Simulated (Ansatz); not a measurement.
**Geometry relaxation, with input and output: Ti**

- system: Ti (3 atoms in the cell)
- method: DFT r2SCAN, scalar-relativistic, plane waves, PAW, no spin polarisation (Ansatz 0.2.0)

The structure derives from a Materials Project entry. Figures and captions count atoms from 1; the log counts them from 0 in places.

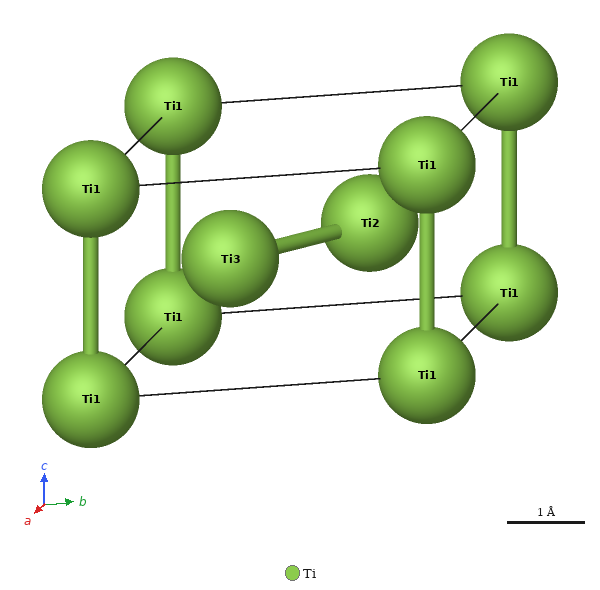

Figure 1. The starting structure (ball-and-stick view of the cell of the calculation, seen slightly off an axis; atoms are numbered from 1 in the order of the input). An atom can appear more than once, as a periodic image.

The input:
```yaml
crystal:
  lattice:
    - [4.5673748306, 0.0, 0.0]
    - [-2.2836874153, 3.9554626319, 0.0]
    - [0.0, 0.0, 2.82624427]
  atoms:
    - { symbol: Ti, position: [0.0, 0.0, 0.0] }
    - { symbol: Ti, position: [0.33333333, 0.66666667, 0.5] }
    - { symbol: Ti, position: [0.66666667, 0.33333333, 0.5] }
basis:
  ecutwfc: 500
kpoints:
  mp_grid: { grid: [12, 12, 14] }
hamiltonian:
  xc: r2scan
scf:
  occupations: { method: gaussian, width: 0.1 }
output:
  forces: true
  stress: true
  eigenvalues: true
  write_density: true
  write_potential: true
  elf: true
  volumetric_format: npy
relax:
  adjacent_minimum: "off"
  f_tol: 0.005
  max_steps: 80
  cell: { stress_tol: 0.05 }
```

Hardware: 1 thread of AMD EPYC (Zen 3), 189 GiB of memory available, shared host.

Run as:
```bash
ansatz run input.yaml --threads 1 --pin off --max-ram 2560MiB --backend cpu --events-out ev --progress --plain --runs-dir out
```

The program's output:
```
Engine: ansatz 0.2.0, x86_64-unknown-linux-gnu
Pseudopotentials: kind: paw
Pseudopotential: Ti, paw, valence charge 12, recommended cutoff 500 eV (meta_gga), Ti.paw.azcp
Functional definition: r2SCAN
  parameter k0 = 0.174
  parameter k1 = 0.065
  parameter a1 = 4.9479
  exchange = r2scan_x(k0 = k0, k1 = k1, a1 = a1)
  correlation = r2scan_c
Crystal: 3 atoms, lattice volume = 51.059 Å³
Basis set: ecut = 500 eV, 1313 PW (Γ), exchange–correlation on 144×144×96 points (64 copies of the dense FFT grid, shifted against one another)
Bands: 22, of which v1, the nominal top of the filled ones, is band 18 counted from 1 (17 counted from 0)
Symmetry: 24 space group operations
Space group: P6/mmm (ITA 191), of the structure as read, at distance tolerance 3.7e-5 Å
k-points: 152 of 2016
Non-local potential: Ti, projectors of the file, l = 0: 3, l = 1: 2, l = 2: 3, l = 3: 1
PAW form: soft (Blöchl's): semilocal exchange-correlation on the pseudo side does not see the compensation charge
PAW frozen core: Ti, regenerated for the run's functional (the file was generated under x = pbe(κ = 0.804, μ = 0.2195149727645171), c = pbe(β = 0.06672455060314922))
PAW one-centre angular grid: Ti, 590 points (default); XC on 160 Gauss nodes
Initial density: superposition of atomic densities (neutral atoms: chi_scale 0, normalization atom), corrected by the library's trained network
Initial wavefunctions: pseudopotential atomic-orbital guess
Functional: x = r2scan, c = r2scan; τ floored in thin density (d = 2e-4 eV/Å³)
SCF iter   1: F=—  HF=-7513.108891 eV  |F-HF|=—  |Δ(HF+E_count)|=         —  Δρ=1.94e-2  dr2=1.89e-1  dr2_τ=2.75e-2  ethr=1.77e-3  ⟨swp⟩=4.1  Hψ=11534  notcnv=0
preconditioner: auto → none  [metal: Δε(μ)=0.002 eV  Ē_g=2.758 eV  σ=0.100 eV  W_gap=0.01  n_scr=8 (ndim 8)  ℏωp=18.0 eV  f_vac=0.000  D(μ)=1.81/eV (n_scr^D=8)  sad-step TF]
SCF iter   2: F=—  HF=-7513.169959 eV  |F-HF|=—  |Δ(HF+E_count)|=   6.11e-2  Δρ=9.95e-3  dr2=8.20e-2  dr2_τ=4.47e-3  ethr=5.26e-4  ⟨swp⟩=2.2  Hψ=7217  notcnv=0
SCF iter   3: F=—  HF=-7513.275807 eV  |F-HF|=—  |Δ(HF+E_count)|=   1.06e-1  Δρ=3.56e-2  dr2=1.39e0  dr2_τ=3.73e-2  ethr=2.28e-4  ⟨swp⟩=3.2  Hψ=6859  notcnv=0  recentre
SCF iter   4: F=—  HF=-7513.163850 eV  |F-HF|=—  |Δ(HF+E_count)|=   1.12e-1  Δρ=2.74e-3  dr2=2.04e-3  dr2_τ=3.02e-4  ethr=2.28e-4  ⟨swp⟩=2.1  Hψ=5135  notcnv=0
SCF iter   5: F=—  HF=-7513.166000 eV  |F-HF|=—  |Δ(HF+E_count)|=   2.15e-3  Δρ=2.29e-3  dr2=5.80e-3  dr2_τ=1.52e-4  ethr=5.68e-6  ⟨swp⟩=2.0  Hψ=6640  notcnv=0
SCF iter   6: F=—  HF=-7513.165662 eV  |F-HF|=—  |Δ(HF+E_count)|=   3.38e-4  Δρ=2.55e-4  dr2=1.86e-5  dr2_τ=1.70e-6  ethr=5.68e-6  ⟨swp⟩=2.0  Hψ=4105  notcnv=0
SCF iter   7: F=—  HF=-7513.165677 eV  |F-HF|=—  |Δ(HF+E_count)|=   1.57e-5  Δρ=1.70e-4  dr2=3.00e-5  dr2_τ=6.57e-7  ethr=5.16e-8  ⟨swp⟩=2.0  Hψ=6095  notcnv=0
SCF iter   8: F=—  HF=-7513.165675 eV  |F-HF|=—  |Δ(HF+E_count)|=   2.19e-6  Δρ=2.07e-5  dr2=4.58e-7  dr2_τ=1.25e-8  ethr=5.16e-8  ⟨swp⟩=2.0  Hψ=3965  notcnv=0
SCF iter   9: F=-7513.165675 eV  HF=-7513.165675 eV  |F-HF|=3.02e-9  |Δ(HF+E_count)|=   1.84e-8  Δρ=2.43e-6  dr2=4.40e-9  dr2_τ=1.10e-10  ethr=2.78e-10  ⟨swp⟩=7.1  Hψ=16832  notcnv=0
SCF 1 converged in 9 iterations: F = -7513.165675 eV  dr2 = 4.40e-9
  greatest PAW one-centre occupation: 1.001 electrons in one spin orbital (limit 2), on the Ti atom at site 2 (counted from 0), in its partial waves of l = 1
relax step   1: F+E_penalty+E_count = -7513.16567516 eV  Δ(F+E_penalty+E_count) = +0.000e0 eV  max|allowed force component| = 7.401e-17 eV/Å  Δτ_max = 0.0000 Å  P = -0.038 GPa  Ω = 51.059 Å³  (9 SCF iters, dr2 threshold 1.00e-7 eV, accepted)
Crystal: 3 atoms, lattice volume = 51.018 Å³
Basis set: ecut = 500 eV, 1301 PW (Γ), exchange–correlation on 144×144×96 points (64 copies of the dense FFT grid, shifted against one another)
Initial density: handed on by an earlier stage of this run
Initial wavefunctions: those handed on with the density
iter 1 solved again at ethr=2.15e-8 eV; its pass at ethr=3.10e-3 eV (dr2=7.74e-6 eV) is discarded
SCF iter   1: F=—  HF=-7513.165637 eV  |F-HF|=—  |Δ(HF+E_count)|=         —  Δρ=1.31e-4  dr2=1.01e-5  dr2_τ=4.21e-5  ethr=2.15e-8  ⟨swp⟩=2.1  Hψ=19816  notcnv=0
preconditioner: auto → none  [metal: Δε(μ)=0.006 eV  Ē_g=2.676 eV  σ=0.100 eV  W_gap=0.03  n_scr=8 (ndim 8)  ℏωp=18.0 eV  f_vac=0.000  D(μ)=2.09/eV (n_scr^D=8)]
SCF iter   2: F=—  HF=-7513.165708 eV  |F-HF|=—  |Δ(HF+E_count)|=   7.17e-5  Δρ=3.07e-4  dr2=1.02e-4  dr2_τ=2.91e-6  ethr=2.15e-8  ⟨swp⟩=2.0  Hψ=6109  notcnv=0  recentre
SCF iter   3: F=—  HF=-7513.165703 eV  |F-HF|=—  |Δ(HF+E_count)|=   5.88e-6  Δρ=1.41e-4  dr2=2.13e-5  dr2_τ=7.04e-7  ethr=2.15e-8  ⟨swp⟩=2.2  Hψ=4774  notcnv=0
SCF iter   4: F=—  HF=-7513.165701 eV  |F-HF|=—  |Δ(HF+E_count)|=   1.42e-6  Δρ=2.19e-5  dr2=1.09e-7  dr2_τ=1.24e-8  ethr=2.15e-8  ⟨swp⟩=2.0  Hψ=4099  notcnv=0
SCF iter   5: F=-7513.165701 eV  HF=-7513.165701 eV  |F-HF|=2.12e-10  |Δ(HF+E_count)|=   1.23e-7  Δρ=2.39e-6  dr2=1.74e-9  dr2_τ=3.47e-10  ethr=1.47e-10  ⟨swp⟩=7.8  Hψ=19380  notcnv=0
SCF 2 converged in 5 iterations: F = -7513.165701 eV  dr2 = 1.74e-9
relax step   2: F+E_penalty+E_count = -7513.16570125 eV  Δ(F+E_penalty+E_count) = -2.609e-5 eV  max|allowed force component| = 2.220e-16 eV/Å  Δτ_max = 0.0000 Å  P = +0.065 GPa  Ω = 51.018 Å³  energy of the carried Pulay correction = +2.232e-5 eV  (5 SCF iters, dr2 threshold 5.29e-8 eV, accepted)
Crystal: 3 atoms, lattice volume = 51.043 Å³
iter 1 solved again at ethr=2.83e-9 eV; its pass at ethr=3.10e-3 eV (dr2=1.02e-6 eV) is discarded
SCF iter   1: F=—  HF=-7513.165682 eV  |F-HF|=—  |Δ(HF+E_count)|=         —  Δρ=5.28e-5  dr2=1.46e-6  dr2_τ=9.92e-6  ethr=2.83e-9  ⟨swp⟩=2.0  Hψ=20163  notcnv=0
preconditioner: auto → none  [metal: Δε(μ)=0.008 eV  Ē_g=2.674 eV  σ=0.100 eV  W_gap=0.05  n_scr=8 (ndim 8)  ℏωp=18.0 eV  f_vac=0.000  D(μ)=2.10/eV (n_scr^D=8)]
SCF iter   2: F=—  HF=-7513.165699 eV  |F-HF|=—  |Δ(HF+E_count)|=   1.69e-5  Δρ=7.72e-5  dr2=6.36e-6  dr2_τ=1.94e-7  ethr=2.83e-9  ⟨swp⟩=2.0  Hψ=6160  notcnv=0  recentre
SCF iter   3: F=—  HF=-7513.165699 eV  |F-HF|=—  |Δ(HF+E_count)|=   1.01e-7  Δρ=8.53e-5  dr2=7.92e-6  dr2_τ=2.38e-7  ethr=2.83e-9  ⟨swp⟩=2.3  Hψ=4948  notcnv=0
SCF iter   4: F=-7513.165699 eV  HF=-7513.165699 eV  |F-HF|=2.17e-8  |Δ(HF+E_count)|=   5.52e-7  Δρ=9.79e-6  dr2=2.34e-8  dr2_τ=2.32e-9  ethr=1.30e-10  ⟨swp⟩=5.3  Hψ=18926  notcnv=0
SCF 3 converged in 4 iterations: F = -7513.165699 eV  dr2 = 2.34e-8
relax step   3: F+E_penalty+E_count = -7513.16569863 eV  Δ(F+E_penalty+E_count) = +2.613e-6 eV  max|allowed force component| = 4.318e-16 eV/Å  Δτ_max = 0.0000 Å  P = +0.003 GPa  Ω = 51.043 Å³  energy of the carried Pulay correction = +8.853e-6 eV  (4 SCF iters, dr2 threshold 4.66e-8 eV, accepted)
Initial wavefunctions: pseudopotential atomic-orbital guess (no wavefunctions were taken with the density)
iter 1 solved again at ethr=1.09e-8 eV; its pass at ethr=3.10e-3 eV (dr2=3.93e-6 eV) is discarded
SCF iter   1: F=—  HF=-7513.165686 eV  |F-HF|=—  |Δ(HF+E_count)|=         —  Δρ=9.70e-6  dr2=2.31e-8  dr2_τ=4.45e-9  ethr=1.09e-8  ⟨swp⟩=3.0  Hψ=20596  notcnv=0
SCF iter   2: F=—  HF=-7513.165687 eV  |F-HF|=—  |Δ(HF+E_count)|=   8.41e-7  Δρ=4.87e-6  dr2=5.96e-9  dr2_τ=7.75e-10  ethr=6.42e-11  ⟨swp⟩=2.9  Hψ=6187  notcnv=0
SCF iter   3: F=—  HF=-7513.165687 eV  |F-HF|=—  |Δ(HF+E_count)|=   1.50e-8  Δρ=9.35e-6  dr2=9.63e-8  dr2_τ=2.37e-9  ethr=1.65e-11  ⟨swp⟩=2.0  Hψ=5426  notcnv=0  recentre
SCF iter   4: F=—  HF=-7513.165687 eV  |F-HF|=—  |Δ(HF+E_count)|=   6.89e-9  Δρ=9.76e-7  dr2=7.17e-10  dr2_τ=3.20e-11  ethr=1.65e-11  ⟨swp⟩=2.0  Hψ=4321  notcnv=0
SCF iter   5: F=-7513.165687 eV  HF=-7513.165687 eV  |F-HF|=1.82e-12  |Δ(HF+E_count)|=  3.00e-11  Δρ=1.79e-7  dr2=6.54e-12  dr2_τ=1.82e-12  ethr=1.00e-12  ⟨swp⟩=4.0  Hψ=13826  notcnv=0
SCF 4 converged in 5 iterations: F = -7513.165687 eV  dr2 = 6.54e-12
relax step   4: F+E_penalty+E_count = -7513.16568722 eV  Δ(F+E_penalty+E_count) = +1.141e-5 eV  max|allowed force component| = 4.441e-16 eV/Å  Δτ_max = 0.0000 Å  P = +0.004 GPa  Ω = 51.043 Å³  stress off target by 5.03e-3 GPa  SCF on the basis re-selected at this cell (its energy is not comparable with the rows above)  (5 SCF iters)
```

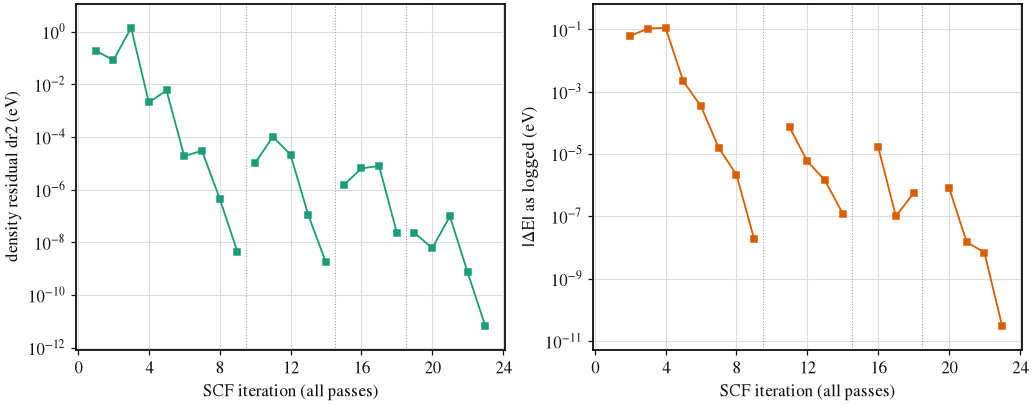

Figure 2. Convergence of the self-consistent field: density residual dr2 and size of the energy change against the SCF iteration. The dotted lines part the SCF passes of the relaxation: geometry steps, rejected trials and re-solves on a re-selected basis. The passes take 9, 5, 4 and 5 iterations.

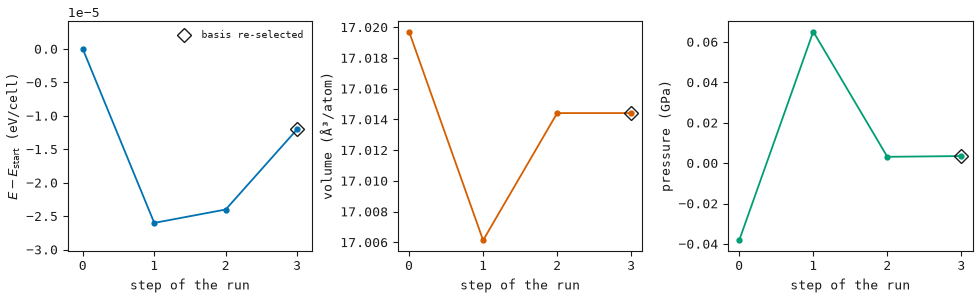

Figure 3. Progress of the relaxation, step by step (the first geometry is step 0 here and step 1 in the log). The atoms keep their places relative to the cell (all moves are under 0.005 Å). The space group stays P6/mmm (No. 191). After 2 geometry steps the energy has fallen by next to nothing (0.0 meV per cell of the calculation). All forces vanish by symmetry, so only the cell relaxes. The pressure goes from −0.04 to 0.00 GPa. A last SCF at the same geometry on a re-selected plane-wave basis shifts the energy by +0.0 meV per cell of the calculation. (Atoms are counted from 1 in the order of the input.)

```
basis re-selected at this cell: Δ(F+E_penalty+E_count) = +1.141e-5 eV, ΔP = +0.000 GPa vs the last step (what re-selecting the basis moved, of the pressure what is left beyond the Pulay correction that the steps carried, after the strain that the cell walked since its last selection, with what the two solves' SCF thresholds leave and, on support functions, any second-order correction that the steps lacked; it is no measure of the basis error at this ecutwfc). This SCF's stress stands 5.03e-3 GPa from its target on what of the cell is left free (relax.cell.stress_tol is 5.00e-2 GPa) and its largest allowed force component is 4.44e-16 eV/Å (relax.f_tol is 5.00e-3 eV/Å): within both
SCF converged after 5 iterations
Free energy (F): -7513.165687 eV
Harris-Foulkes:  -7513.165687 eV  (|F-HF|=1.82e-12)
Internal energy: -7513.155203 eV  (E = F + TS)
E sigma→0 (E₀):  -7513.160445 eV
Entropy (-TS):   -0.010484 eV (-3.495 meV/atom)
Fermi energy:    13.622221 eV
--- Per-component energies (eV) ---
  E_band       = -501.766952
  E_kinetic    = 818.394234
  E_local      = -2403.833818  (includes V_loc(G=0)·N_el)
  E_nonlocal   = 22.139835
  E_hartree    = 986.809740
  E_xc         = -278.957818
  E_vxc        = -398.692967  (∫ρ·V_xc dr)
  E_paw        = -3170.438318  (= ΣΔE_a)
  E_vpaw       = -540.779075  (= ΣTr[D̂ρ^β])
  E_aug_tail   = 0.000292  (compensation charges beyond the density's cutoff)
  E_vtau       = 27.385037  (kinetic-family band-sum trace: ∫τ·v_τ [+ j·A + Jᵃ·Aᵃ] dr)
  E_ewald      = -3486.508978
  E_core_change = -0.760371  (= ΣΔE_core)
  E_smearing   = -0.010484  (= −TS)
  E_closure    = -0.000000  (closes the sum)
  Σ components = -7513.165687   (vs F -7513.165687, Δ=0.00e0)
--- Forces (eV/Å), atoms counted from 1 ---
  atom   1  Ti     0.00000000     0.00000000     0.00000000
  atom   2  Ti     0.00000000     0.00000000     0.00000000
  atom   3  Ti    -0.00000000    -0.00000000     0.00000000
  max |Σ_I F_I| component: 9.25e-17 eV/Å
--- Stress (GPa, compression-positive) ---
        0.005026       0.000000      -0.000000
        0.000000       0.005026      -0.000000
       -0.000000      -0.000000       0.000463
  P = ⅓ Tr σ = 0.0035 GPa (0.035 kbar)
--- Band table (eV; the first three rows and the last of 152) ---
  k-point 0: bands = ["-45.6558", "-45.4023", "-45.2347", "-20.9101", "-20.9101", "-20.8347", "-20.8347", "-20.5357", "-20.3226", "-20.2368", "-20.2201", "-20.2201", "7.0675", "11.5874", "12.8301", "12.8301", "12.8522", "12.8522", "13.6446", "14.4363", "15.0568", "15.0568"]
  k-point 1: bands = ["-45.6522", "-45.4002", "-45.2320", "-20.9047", "-20.9047", "-20.8314", "-20.8314", "-20.5577", "-20.3494", "-20.2590", "-20.2207", "-20.2207", "7.1896", "11.6786", "12.7725", "12.7725", "12.7762", "12.7762", "13.8021", "14.5382", "15.0140", "15.0140"]
  k-point 2: bands = ["-45.6420", "-45.3941", "-45.2244", "-20.8895", "-20.8895", "-20.8222", "-20.8222", "-20.6186", "-20.4239", "-20.3205", "-20.2224", "-20.2224", "7.5468", "11.9227", "12.5533", "12.5533", "12.6282", "12.6282", "14.2618", "14.8409", "14.9518", "14.9518"]
  k-point 151: bands = ["-45.5812", "-45.2698", "-45.2698", "-21.1018", "-20.9181", "-20.9181", "-20.6954", "-20.6432", "-20.6432", "-20.5051", "-20.5051", "-20.1574", "10.8179", "12.0709", "12.0709", "12.3600", "12.3600", "12.5477", "14.3427", "14.3427", "14.5085", "14.5085"]
--- Relaxed structure (3 steps of the walk, 3 accepted, 1 SCFs on fresh bases) ---
  F+E_penalty+E_count = -7513.16568722 eV   max|allowed force component| = 4.441e-16 eV/Å   (the final SCF, on the basis selected at the relaxed cell)
  cell:  # Å, volume = 51.0432 Å³
    - [4.568021706748749, 0.0, 0.0]
    - [-2.2840108533743746, 3.9560228430831663, 0.0]
    - [0.0, 0.0, 2.8245629311872125]
  atoms:
    - { symbol: Ti, position: [-8.164871217703694e-35, -4.733787333179325e-35, 0.0] }
    - { symbol: Ti, position: [0.33333333333333337, 0.6666666666666667, 0.5] }
    - { symbol: Ti, position: [0.6666666666666667, 0.33333333333333337, 0.5] }
```

Trajectory as extended XYZ (Å, eV, eV/Å), 4 frames, from step=1 to step=4:
```
3
Lattice="4.5674 0.0000 0.0000 -2.2837 3.9555 0.0000 0.0000 0.0000 2.8262" Properties=species:S:1:pos:R:3:forces:R:3 step=1 energy=-7513.16568 pressure_GPa=-0.04
Ti    0.0000    0.0000    0.0000    0.0000   0.0000   0.0000
Ti    0.0000    2.6370    1.4131    0.0000   0.0000   0.0000
Ti    2.2837    1.3185    1.4131    0.0000   0.0000   0.0000
3
Lattice="4.5681 0.0000 0.0000 -2.2840 3.9560 0.0000 0.0000 0.0000 2.8232" Properties=species:S:1:pos:R:3:forces:R:3 step=2 energy=-7513.16570 pressure_GPa=0.07
Ti    0.0000    0.0000    0.0000    0.0000   0.0000   0.0000
Ti    0.0000    2.6374    1.4116    0.0000   0.0000   0.0000
Ti    2.2840    1.3187    1.4116    0.0000   0.0000   0.0000
3
Lattice="4.5680 0.0000 0.0000 -2.2840 3.9560 0.0000 0.0000 0.0000 2.8246" Properties=species:S:1:pos:R:3:forces:R:3 step=3 energy=-7513.16570 pressure_GPa=0.00
Ti    0.0000    0.0000    0.0000    0.0000   0.0000   0.0000
Ti    0.0000    2.6373    1.4123    0.0000   0.0000   0.0000
Ti    2.2840    1.3187    1.4123    0.0000   0.0000   0.0000
3
Lattice="4.5680 0.0000 0.0000 -2.2840 3.9560 0.0000 0.0000 0.0000 2.8246" Properties=species:S:1:pos:R:3:forces:R:3 step=4 energy=-7513.16569 pressure_GPa=0.00
Ti    0.0000    0.0000    0.0000    0.0000   0.0000   0.0000
Ti    0.0000    2.6373    1.4123    0.0000   0.0000   0.0000
Ti    2.2840    1.3187    1.4123    0.0000   0.0000   0.0000
```

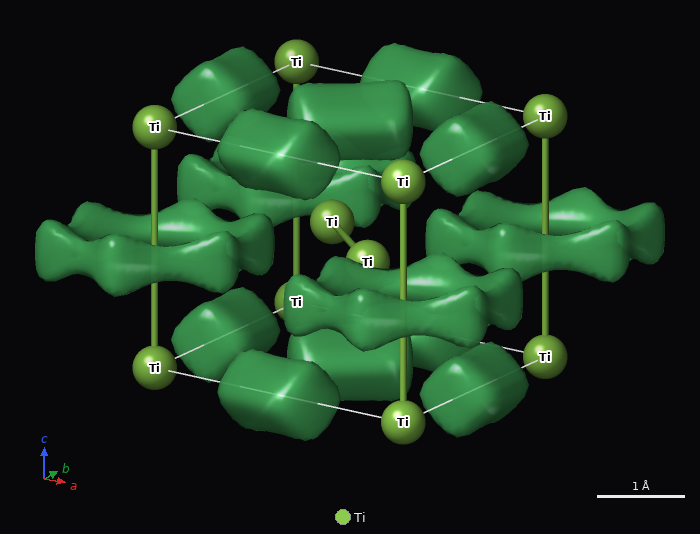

Figure 4. Isosurface of the electron localisation function at 0.6 (green), seen slightly off an axis. Core shells and regions of very low density are left out. Sticks mark near contacts. The outline is the cell set on symmetry axes. Profiles from the grid: Ti–Ti (2.64 Å): the ELF is about 0.10 at the midpoint (no localised pair between them). Ti–Ti (2.82 Å): the ELF is about 0.20 at the midpoint; no localised pair between them. In a PAW calculation such maps are meaningful between the atoms, not at the nuclei.

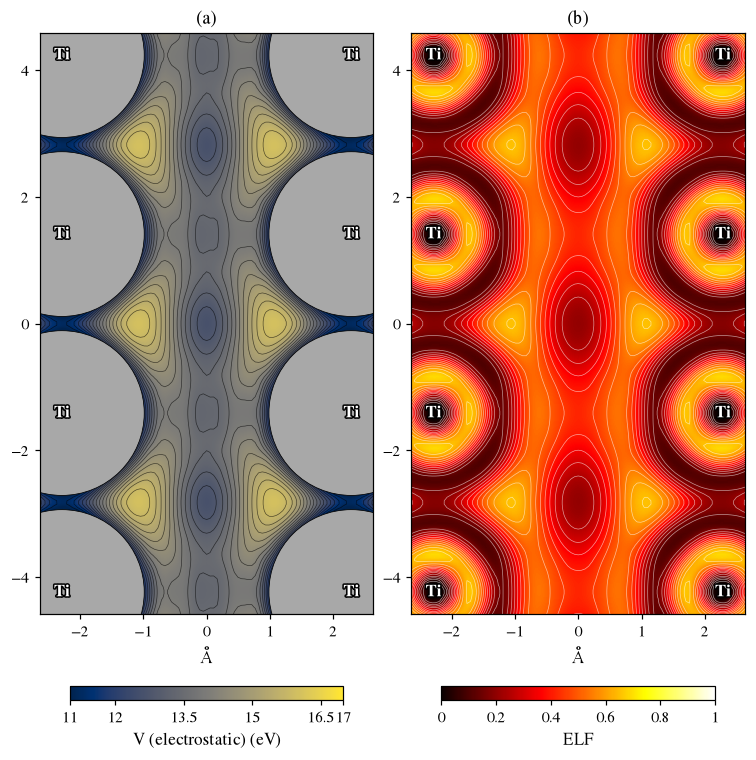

Figure 5. (a) electrostatic potential energy of an electron; (b) electron localisation function on the (100) plane of the conventional cell. Grey discs, where drawn, cover atomic cores. Ti–Ti (2.82 Å): the ELF is about 0.20 at the midpoint (no localised pair between them). The strong features right at Ti lie inside the PAW spheres (semicore, d or f shells) and say nothing about bonding. Outside the cores the potential energy rises away from the atoms and is highest about 1.7 Å from the nearest atoms; outside the discs it spans about 5 eV, and its zero is arbitrary.

Results in brief:

| quantity | value |
| --- | --- |
| outcome | converged |
| space group (tolerance 0.01 Å) | P6/mmm (191) |
| electrons treated | 36 |
| free energy | −7513.1657 eV |
| Fermi energy | 13.622 eV |
| gap on the k-point mesh | none (metallic) |
| pressure | 0.00 GPa |
| final volume | 51.04 Å³ |
| largest force (length of the vector) at the end | under 0.001 eV/Å |
| final cell | a = 4.568 Å, b = 4.568 Å, c = 2.825 Å, α = 90.00°, β = 90.00°, γ = 120.00° |
| wall time | 2.6 min |
| peak memory | 0.63 GiB |
